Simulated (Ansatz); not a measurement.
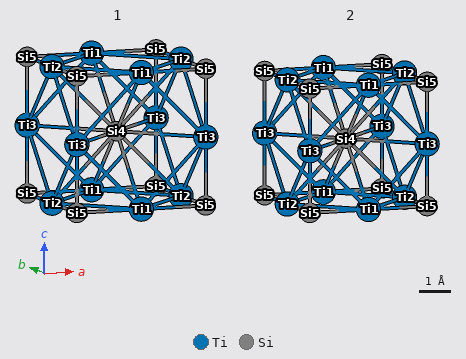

Two geometries of crystalline Ti3Si2 (a generated structure, set up in Pm-3m) (coarse preliminary run), drawn at one scale. One is the start of a relaxation, the other its converged end. The picture is a ball-and-stick view of the cell of the calculation, seen slightly off an axis.

The calculation used DFT PBE, scalar-relativistic, plane waves, PAW (Ansatz 0.2.0). Set-up: plane-wave cutoff 420 eV; k-point mesh 4 × 4 × 4; occupations gaussian; smearing width 0.1 eV; no spin polarisation; cell and atoms relaxed; force threshold 0.04 eV/Å; at most 70 steps.

Which geometry has the lower energy?

Answer. Structure 1 is the relaxed one. No atom moves by more than 0.005 Å relative to the cell. The drawn cell changes as follows: a = b = c 4.139 → 4.551 Å (+9.9 %); the volume changes by +32.9 %. Some distances before and after: Ti1–Ti2 2.927 → 3.218 Å, Ti1–Si4 2.927 → 3.218 Å, Ti1–Si5 2.070 → 2.275 Å. The space group stays Pm-3m (No. 221). Over 5 accepted moves (7 points after the start) the energy falls by 531 meV per atom. All forces vanish by symmetry, so only the cell relaxes. Pressure: 45.89 GPa at the start and 0.07 GPa at the end. At 2 points the geometry stayed and the basis and grid were re-selected for the new cell (energy shift of 6.3 meV per atom at most each time). Cost: 47 s on 1 thread of Intel(R) Xeon(R) Processor @ 2.50GHz (Skylake/Cascade Lake), with other jobs on the host, peak memory 0.38 GiB.

Limits of the set-up: the k-point mesh is coarse for a cell with partly filled bands.
